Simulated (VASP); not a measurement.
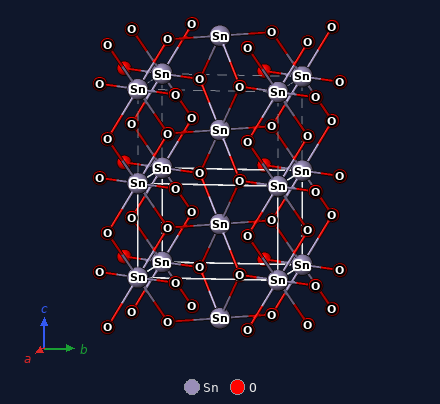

SnO2 (space group Pnnm, No. 58): a cell listed in the Materials Project, as set up for an electronic-structure calculation.

Bonds are taken as O–Sn below 2.4 Å; no other contact counts. Simplification: prune 0- and 1-connected atoms, fold 2-connected ones into links.

Question: What kind of net remains, and which atoms are its nodes?

Answer: A binodal (3,6)-connected, three-periodic net: O is a 3-connected node; Sn is a 6-connected node, in the ratio 2:1.

Question: Name the underlying net.

Answer: It is the rtl net, known from rutile.

Question: Is the net interpenetrated?

Answer: It is a single net, without interpenetration.

Question: How many nodes does the smallest cycle have?

Answer: Four.

Question: Give the first eight terms of the coordination sequence (nodes one, two, three … edges away).

Answer: O: 3, 14, 19, 62, 51, 144, 99, 254; Sn: 6, 10, 38, 34, 102, 74, 198, 130.

The simplified net, drawn on the atoms' positions. Nodes are coloured by element. Edges to nodes outside the piece are drawn as stubs.

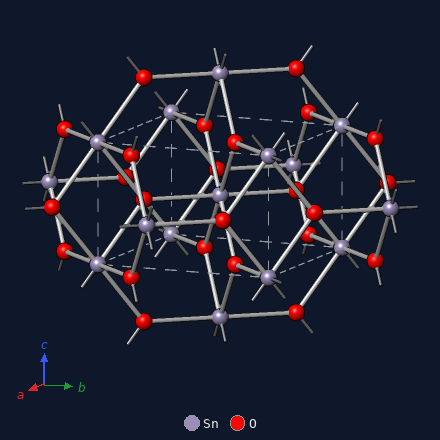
